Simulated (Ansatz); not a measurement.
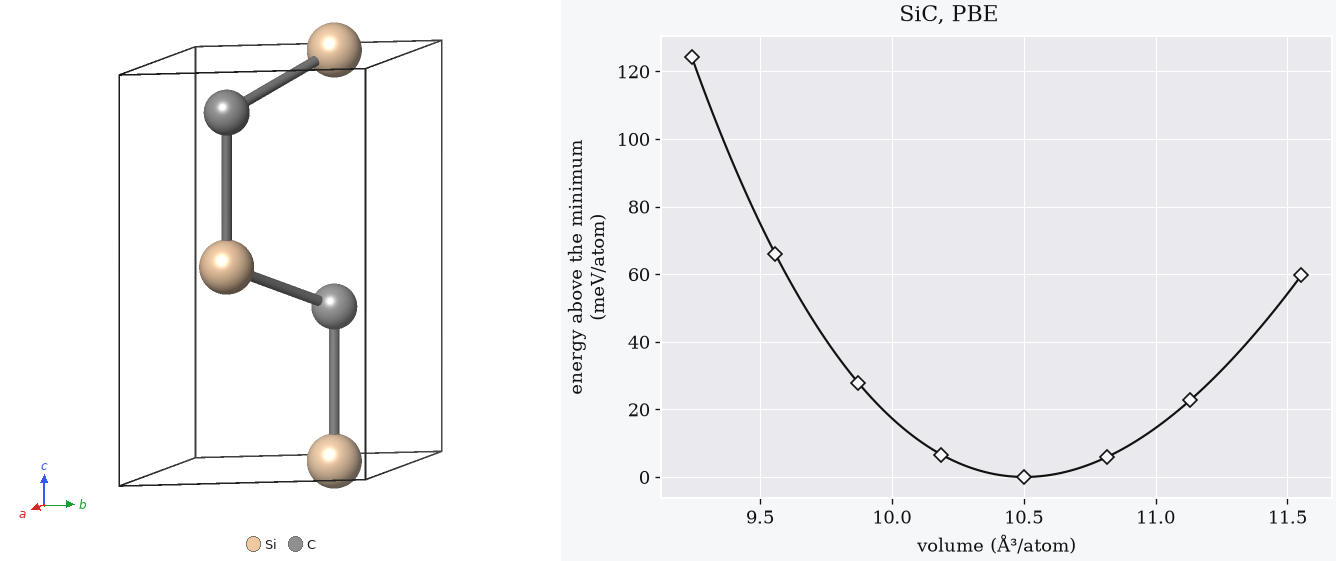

The plot gives the computed energy above the minimum against volume for SiC, space group P6_3mc (No. 186) (cell built by us, not taken from a database). The conventional cell is drawn beside the plot.

Starting cell:
```
Si C
1.0
     3.09185    0.00000    0.00000
    -1.54593    2.67762    0.00000
     0.00000    0.00000    5.07431
Si C
2 2
Direct
  0.66667 0.33333 0.50458
  0.33333 0.66667 0.00458
  0.66667 0.33333 0.88042
  0.33333 0.66667 0.38042
```

Calculation (Ansatz 0.2.0): third-order Birch-Murnaghan fit to density functional energies at scaled volumes of the given relaxed cell, shape and atoms relaxed at each volume; energies count from the fitted minimum; plane waves with PAW datasets, Γ-centred k mesh. Level: PBE, no spin polarisation.

wave cutoff 420 eV; k mesh 12×12×6; occupations Gaussian; smearing width 0.02 eV.

From this curve and the settings, what does the calculation give for the pressure and gap on the k mesh at the same points?

The pressure falls from 34.97 GPa at volume 9.242 Å³/atom to −16.81 GPa at 11.553 Å³/atom, and changes sign near 10.50 Å³/atom. The gap on the k mesh stays open and runs from 2.075 eV at volume 9.242 Å³/atom to 2.470 eV at 11.553 Å³/atom.

| volume (Å³/atom) | pressure (GPa) | gap on the k mesh (eV) |
| --- | --- | --- |
| 9.242 | 34.97 | 2.075 |
| 9.557 | 24.20 | 2.138 |
| 9.872 | 14.92 | 2.198 |
| 10.187 | 6.91 | 2.255 |
| 10.502 | 0.01 | 2.307 |
| 10.817 | −5.94 | 2.358 |
| 11.132 | −11.07 | 2.404 |
| 11.553 | −16.81 | 2.470 |
